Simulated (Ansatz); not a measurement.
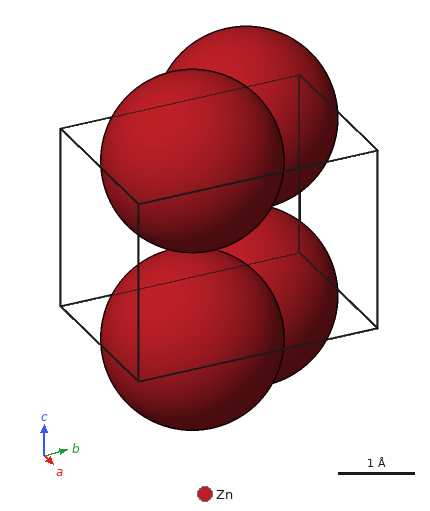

A space-filling rendering, viewed slightly off an axis. The lines enclose the conventional unit cell; boundary atoms appear with their images.

Question: How many atoms are there in one cell?

Answer: 2 (zinc), counting shared atoms by their share.

Question: Lattice type?

Answer: Primitive hexagonal.

Question: Which space group does it belong to?

Answer: P6/mmm (No. 191), with Zn on 2c.

The structure comes from a textbook structure type filled with this element (whether it is the usual form wasn't checked). Relaxation method: DFT PBEsol, scalar-relativistic, plane waves, PAW (Ansatz 0.2.0).
